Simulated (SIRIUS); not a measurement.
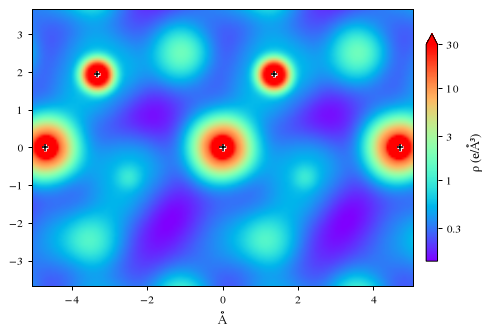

The total electron density on a plane through atoms (crosses mark nuclei in the plane).

All numbers below come from Kohn-Sham DFT of a periodic cell, PBEsol, all-electron FP-LAPW in SIRIUS 7.12.0.

Candidates:
A. SiRu, a = 4.71 Å, b = 4.71 Å, c = 4.71 Å, α = 90.00°, β = 90.00°, γ = 90.00°. Space group P2₁3; a structure from a database of computed crystals, not necessarily the ambient phase.
B. BaTiO3, a = 4.01 Å, b = 4.01 Å, c = 4.01 Å, α = 90.00°, β = 90.00°, γ = 90.00°. Space group Pm-3m.
C. Si, a = 2.61 Å, b = 4.51 Å, c = 2.49 Å, α = 89.93°, β = 90.88°, γ = 90.00°. Space group C2/m; a structure from a database of computed crystals, not necessarily the ambient phase.

Which candidate gave the map?

Answer. Candidate A: SiRu on the (110) plane of the conventional cell, which holds Ru and Si. Si–Ru (2.38 Å): the density is about 0.59 e/Å³ at the midpoint.
